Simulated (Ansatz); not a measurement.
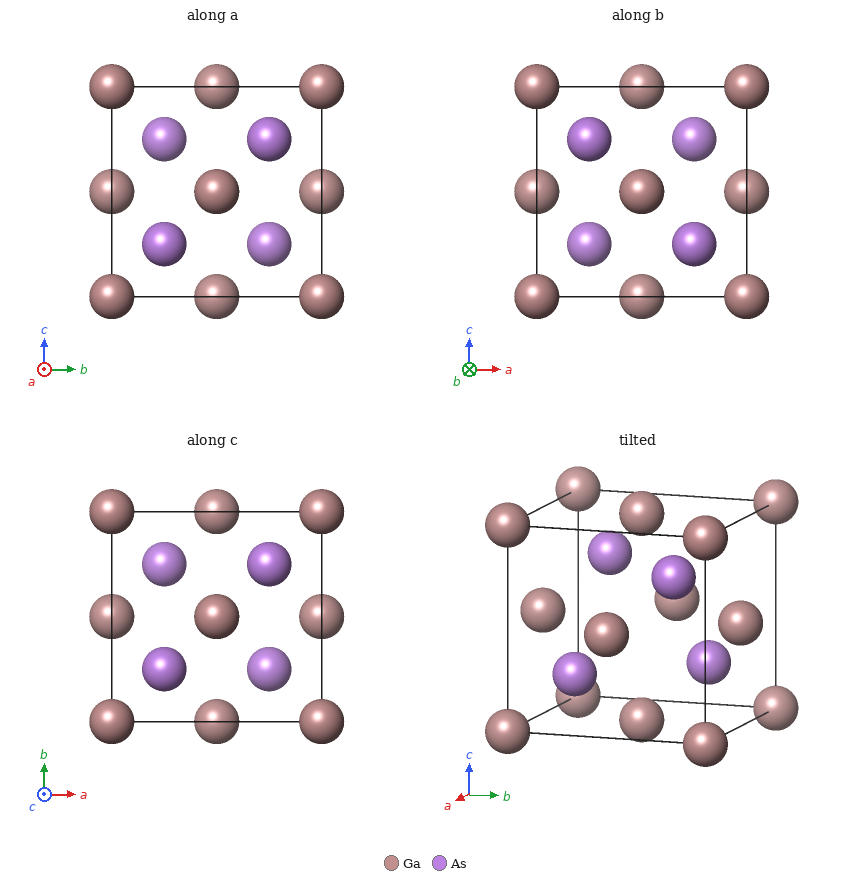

The figure gives a spheres-only picture of the atoms, viewed along the a axis, along the b axis, along the c axis and slightly off an axis. The wireframe shows the conventional unit cell.

Lattice parameters: a = 5.6662 Å, b = 5.6662 Å, c = 5.6662 Å, α = 90.000°, β = 90.000°, γ = 90.000°.

### Transcribe the picture into a CIF with its space group and independent sites.

```cif
data_structure
_symmetry_space_group_name_H-M 'F -4 3 m'
_symmetry_Int_Tables_number 216
_cell_length_a 5.6662
_cell_length_b 5.6662
_cell_length_c 5.6662
_cell_angle_alpha 90.000
_cell_angle_beta 90.000
_cell_angle_gamma 90.000
_cell_volume 181.92
loop_
_atom_site_label
_atom_site_type_symbol
_atom_site_symmetry_multiplicity
_atom_site_Wyckoff_symbol
_atom_site_fract_x
_atom_site_fract_y
_atom_site_fract_z
_atom_site_occupancy
Ga1 Ga 4 a 0.0000 0.0000 0.0000 1
As1 As 4 d 0.2500 0.2500 0.7500 1
```

It goes back to a structure type filled with these elements by a generator (whether the compound takes this form wasn't checked). Earlier steps of the study may have refined or changed the cell and positions. It was the input of a calculation with Ansatz.
